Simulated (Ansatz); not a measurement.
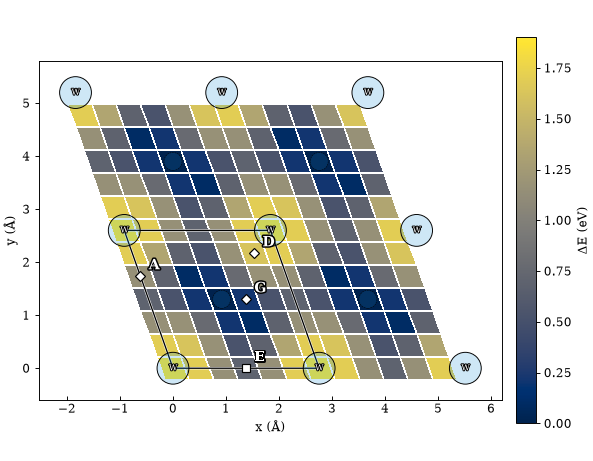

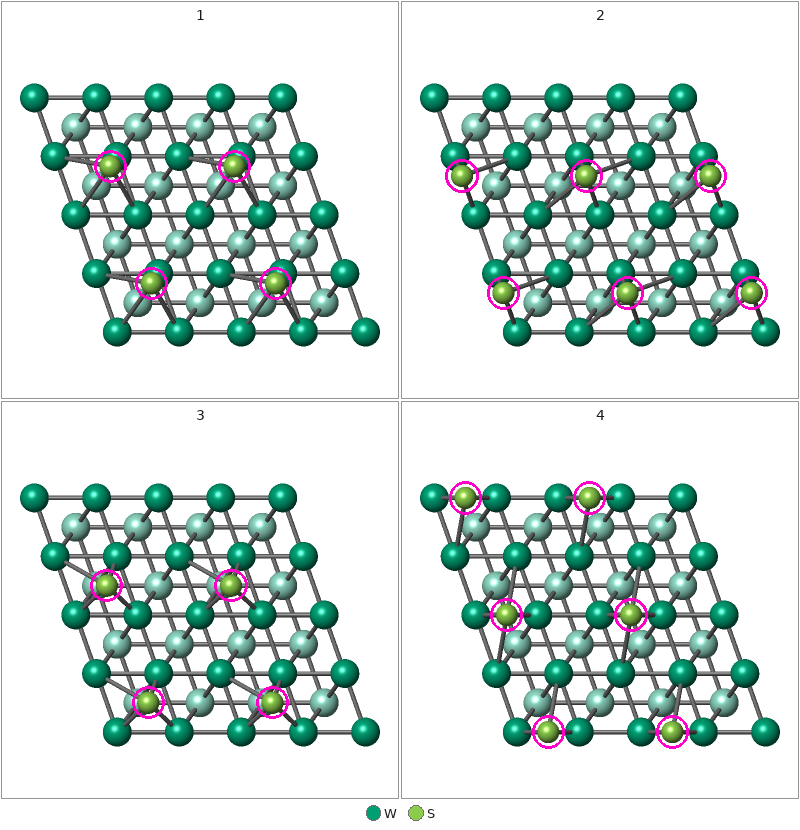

S on a W(110) slab cut from the Im-3m phase, its upper half relaxed before the scan (12 atoms of substrate and one adsorbate in a 2 × 2 cell). 
- S is moved over the surface cell; relaxed at each place: the height of the adsorbate's atoms; substrate rigid; the origin of the map has the adsorbate above W9.
- Places are given modulo a cell vector. The map is drawn in real space over the plane of the surface.
- The scan uses a 6 × 6 grid; 13 points were computed and 23 follow by symmetry.
- Places are given in fractions of the 1 × 1 surface cell.
- Energies: eV, counted from the lowest grid point.
- Method: DFT PBE, scalar-relativistic, plane waves, PAW (Ansatz 0.2.0). Settings: cutoff 420 eV, k-mesh 5×5×1, gaussian smearing 0.1 eV, no spin polarisation.

In the figure: one coloured cell a grid point, labelled circles for the atoms of the top layer and small ones for the second layer, the outline of one cell of the 2 × 2 shown, lettered points. The numbered pictures are the structures at these points, in random order. Rings mark the moved atoms.

Which structure belongs to which point?

Answer. A is structure 2: (0/6, 4/6) of the cell vectors [nearest 1 W at 2.22 Å], 1.15 eV; D is structure 1: (5/6, 5/6) of the cell vectors [nearest 1 W at 2.20 Å], 1.62 eV; E is structure 4: a bridge site between two W atoms, (3/6, 0/6) of the cell vectors, 0.69 eV; G is structure 3: (4/6, 3/6) of the cell vectors [nearest 1 W at 2.27 Å], 0.21 eV.

PAW datasets: the set soft_1.
